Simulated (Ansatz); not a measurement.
A series of calculations on Al

### Relaxation

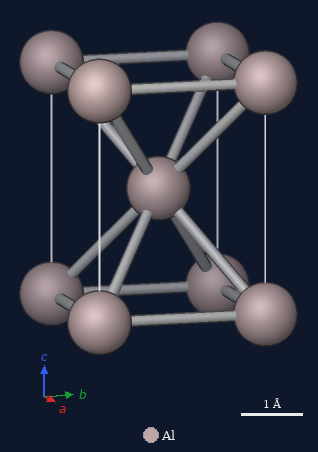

A crystal of Al (set up in I4/mmm), before the relaxation. Style: ball-and-stick. Shown: the cell of the calculation, slightly off an axis.

Case: uniaxial strain along c of -3.0 %; a, b and atoms relaxed.

Level of theory: Ansatz 0.2.0, DFT r2SCAN, scalar-relativistic, plane waves, PAW.

The input:
```yaml
crystal:
  lattice:
    - [2.0113122321, 2.0113122321, 0.0]
    - [-2.0113122321, 2.0113122321, 0.0]
    - [0.0, 0.0, 3.8728989879]
  atoms:
    - { symbol: Al, position: [0.0, 0.0, 0.0] }
    - { symbol: Al, position: [0.5, 0.5, 0.5] }
basis:
  ecutwfc: 500
kpoints:
  mp_grid: { grid: [18, 18, 14] }
hamiltonian:
  xc: r2scan
scf:
  occupations: { method: gaussian, width: 0.1 }
output:
  forces: true
  stress: true
  eigenvalues: true
relax:
  adjacent_minimum: "off"
  f_tol: 0.008
  max_steps: 40
  cell: { stress_tol: 0.015, fix: [c, angles] }
```

Command:
```bash
ansatz run input.yaml --threads 1 --pin off --max-ram 2560MiB --backend cpu --events-out ev --progress --plain --runs-dir out
```

### What does the optimiser find from here?

After 2 accepted moves (3 points after the start) the energy has fallen by 0.3 meV per atom. All forces vanish by symmetry, so only the cell relaxes. The pressure goes from 1.68 to 0.81 GPa. At 1 point the geometry stayed and the basis and grid were re-selected for the new cell (energy shift of less than 0.05 meV per atom at most each time). No atom moves by more than 0.005 Å relative to the cell. The volume changes by +0.9 %, with a = b 2.844 → 2.858 Å (+0.5 %), c unchanged at 3.873 Å. Some distances before and after: Al1–Al1 2.844 → 2.858 Å, Al1–Al2 2.792 → 2.799 Å. The space group stays I4/mmm (No. 139).

### Relaxation

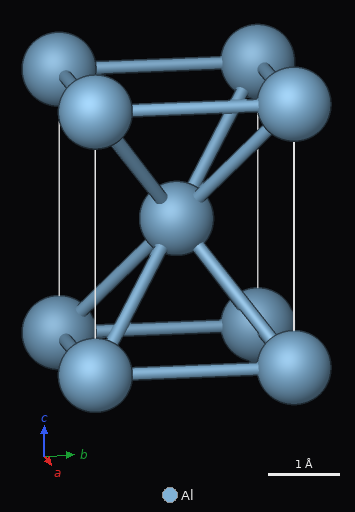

This is the input geometry for a relaxation of a crystal of Al (set up in I4/mmm). The picture is a ball-and-stick view of the cell of the calculation, seen slightly off an axis.

Case: uniaxial strain along c of -4.5 %; a, b and atoms relaxed.

These are results of Ansatz, DFT r2SCAN, scalar-relativistic, plane waves, PAW, not measurements.

Input file:
```yaml
crystal:
  lattice:
    - [2.0187985059, 2.0187985059, 0.0]
    - [-2.0187985059, 2.0187985059, 0.0]
    - [0.0, 0.0, 3.8130087974]
  atoms:
    - { symbol: Al, position: [0.0, 0.0, 0.0] }
    - { symbol: Al, position: [0.5, 0.5, 0.5] }
basis:
  ecutwfc: 500
kpoints:
  mp_grid: { grid: [18, 18, 14] }
hamiltonian:
  xc: r2scan
scf:
  occupations: { method: gaussian, width: 0.1 }
output:
  forces: true
  stress: true
  eigenvalues: true
  write_density: true
  write_potential: true
  elf: true
  volumetric_format: npy
relax:
  adjacent_minimum: "off"
  f_tol: 0.008
  max_steps: 40
  cell: { stress_tol: 0.015, fix: [c, angles] }
```

Run as
```bash
ansatz run input.yaml --threads 1 --pin off --max-ram 2560MiB --backend cpu --events-out ev --progress --plain --runs-dir out
```

What does the optimiser find from here?

Answer. The atoms keep their places relative to the cell (all moves are under 0.005 Å). Cell: a = b 2.855 → 2.878 Å (+0.8 %), c unchanged at 3.813 Å. Volume +1.6 %. Near-neighbour distances that change, for instance: Al1–Al1 2.855 → 2.878 Å, Al1–Al2 2.777 → 2.788 Å. The space group stays I4/mmm (No. 139). Over 2 accepted moves (3 points after the start) the energy falls by 1.4 meV per atom. All forces vanish by symmetry, so only the cell relaxes. Pressure: 2.67 GPa at the start and 1.16 GPa at the end. At 1 point the geometry stayed and the basis and grid were re-selected for the new cell (energy shift of less than 0.05 meV per atom at most each time). The run took 46 s on 1 thread of Arm Neoverse V2, with other jobs on the host, peak memory 0.51 GiB.

### A change

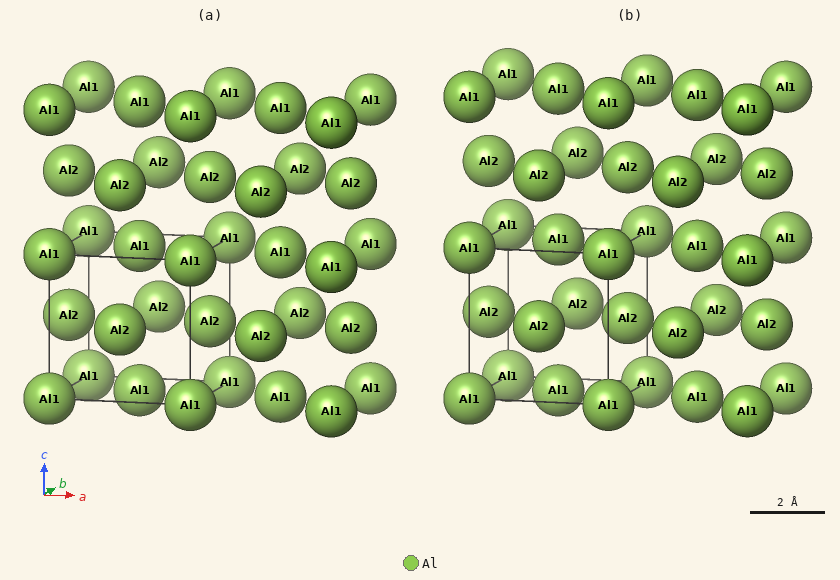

Left: solid Al (set up in Fm-3m). Right: the same structure after one change, at the same scale. A spheres-only model of the conventional cell (2 times the calculation's cell), repeated 2 × 1 × 2 with one cell outlined, seen slightly off an axis. Lengths and directions refer to the drawn axes.

All numbers below come from Ansatz, DFT r2SCAN, scalar-relativistic, plane waves, PAW. Settings: plane-wave cutoff 500 eV; k-point mesh 18 × 18 × 14; occupations gaussian; smearing width 0.1 eV; no spin polarisation.

### What distinguishes the right structure from the left one?

Uniaxial strain along c, +4.5 %, is applied. The a and b axes and the atoms are relaxed.

### How do the computed properties respond?

It costs 9.8 meV per atom. The pressure goes from 0.0 to −1.2 GPa. The principal stresses (compression positive) are −3.5 GPa along c and none across it. Cell: a = b 3.993 → 3.937 Å (−1.4 %), c 3.993 → 4.172 Å (+4.5 %). Volume +1.6 %. No atom moves by more than 0.005 Å relative to the cell. Some distances before and after: Al–Al 2.823 → 2.784 to 2.868 Å. The space group (tolerance 0.01 Å) goes from Fm-3m (No. 225) to I4/mmm (No. 139).

### Series

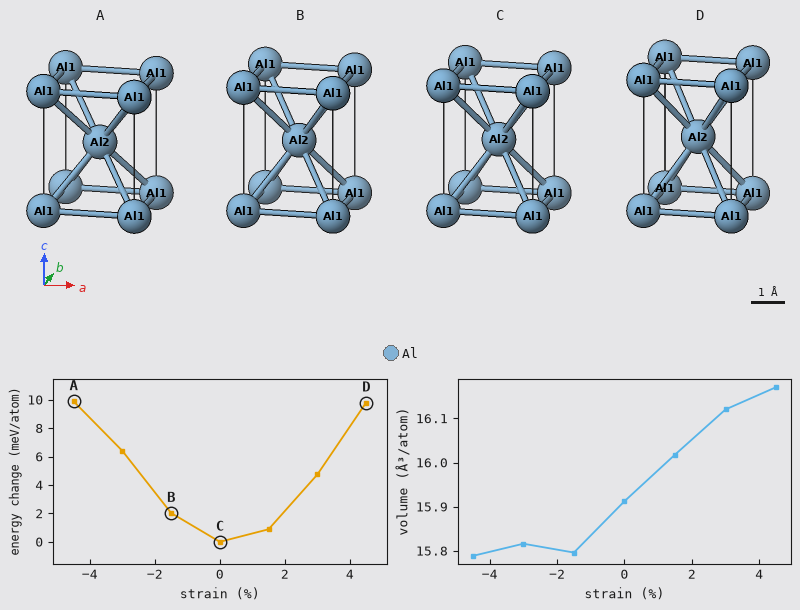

Members of a series of calculations on solid Al (set up in Fm-3m), marked on the first curve. A ball-and-stick model of the cell of the calculation, seen slightly off an axis.

The calculation used Ansatz, DFT r2SCAN, scalar-relativistic, plane waves, PAW. Settings: plane-wave cutoff 500 eV; k-point mesh 18 × 18 × 14; occupations gaussian; smearing width 0.1 eV; no spin polarisation.

Question: Describe the series.

Answer: Uniaxial strain along c; a, b and atoms relaxed. A (strain −4.5 %): energy change 9.9 meV/atom, volume 15.79 Å³ per atom. B (strain −1.5 %): energy change 2.0 meV/atom, volume 15.80 Å³ per atom. C (strain 0.0 %): energy change 0.0 meV/atom, volume 15.91 Å³ per atom. D (strain 4.5 %): energy change 9.8 meV/atom, volume 16.17 Å³ per atom. The rest compares A with D. The volume changes by +2.4 %, with a = b 2.878 → 2.784 Å (−3.3 %), c 3.813 → 4.172 Å (+9.4 %). Among the bonded contacts that change: Al–Al 2.878 → 2.784 Å, Al–Al 2.788 → 2.868 Å.
